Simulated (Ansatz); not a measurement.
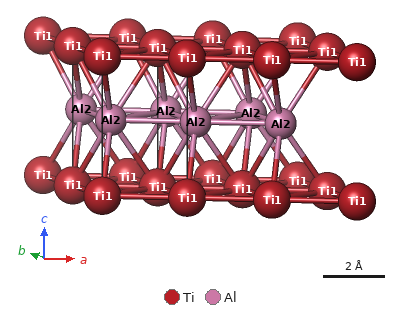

Crystalline TiAl (set up in P-6m2), before the relaxation. The picture is a ball-and-stick view of the cell of the calculation, repeated 3 × 2 × 1 with one cell outlined, seen slightly off an axis.

The run lets cell and atoms move.

Level of theory: Kohn-Sham DFT of a periodic cell, LDA, Ansatz PAW in Ansatz 0.2.0.

Input
```yaml
crystal:
  lattice:
    - [2.8672622327, 0.0, 0.0]
    - [-1.4336311163, 2.4831219328, 0.0]
    - [0.0, 0.0, 4.678083]
  atoms:
    - { symbol: Ti, position: [0.0, 0.0, 0.0] }
    - { symbol: Al, position: [0.3333333333, 0.6666666667, 0.5] }
hamiltonian:
  xc: lda
  pseudopotentials: { kind: paw }
kpoints:
  mp_grid: { grid: [11, 11, 6] }
scf:
  occupations: { method: fermi_dirac, width: 0.05 }
output:
  forces: true
  stress: true
  eigenvalues: true
  write_density: true
  write_potential: true
  elf: true
  volumetric_format: npy
relax:
  f_tol: 0.01
  max_steps: 40
  cell: { stress_tol: 0.05 }
```

Run as
```bash
ansatz run input.yaml --threads 2 --pin off --max-ram 5632MiB --backend cpu --events-out ev --progress --plain --runs-dir out
```

What does the optimiser find from here?

Answer. The atoms keep their places relative to the cell (all moves are under 0.005 Å). Cell: a = b 2.867 → 2.813 Å (−1.9 %), c 4.678 → 4.585 Å (−2.0 %). Volume −5.6 %. Among the contacts that change: Ti1–Al2 2.866 → 2.810 Å, Al2–Al2 2.867 → 2.813 Å, Ti1–Ti1 2.867 → 2.813 Å. The space group stays P-6m2 (No. 187). After 4 accepted moves (6 points after the start) the energy has fallen by 18.8 meV per atom. All forces vanish by symmetry, so only the cell relaxes. Pressure: −6.10 GPa at the start and 0.00 GPa at the end. At 2 points the geometry stayed and the basis and grid were re-selected for the new cell (energy shift of 0.2 meV per atom at most each time).

After the run, drawn alike:

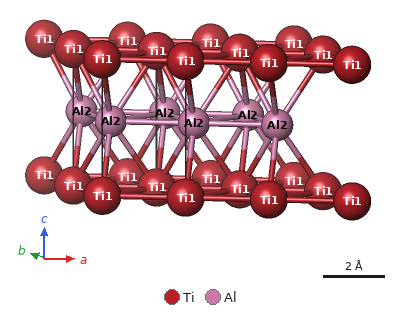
